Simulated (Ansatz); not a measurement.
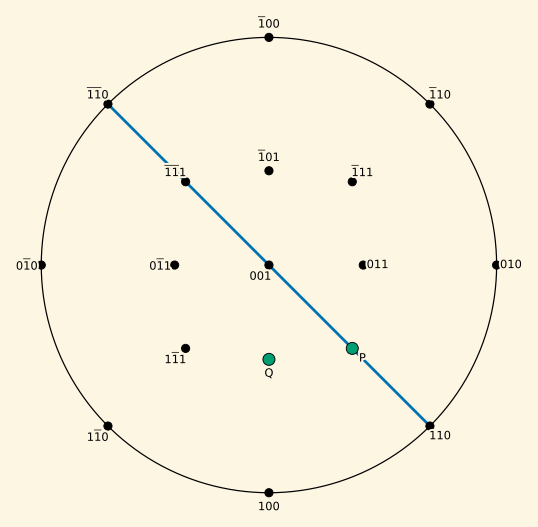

Crystal: KCl, coordinates from a relaxation with Ansatz 0.2.0, DFT PBEsol, scalar-relativistic, plane waves, PAW. Stereographic projection of plane normals (upper hemisphere) centred on (0 0 1). The drawing is computed from the coordinates (standard cell, symmetry found to 0.002 Å).

a = 6.241 Å, b = 6.241 Å, c = 6.241 Å, α = 90.00°, β = 90.00°, γ = 90.00°.

> Index the poles marked P, Q.

P is (1 1 1), 54.7° from the centre; Q is (1 0 1), 45.0° from the centre.

> Which zone does the coloured great circle trace?

The zone [1 −1 0]: its poles satisfy h − k = 0.

> What is the angle between the normals of (−1 −1 1) and (−1 1 0), and what are their d_hkl = 1/|g|?

90.0°; d = 3.603 Å and 4.413 Å.
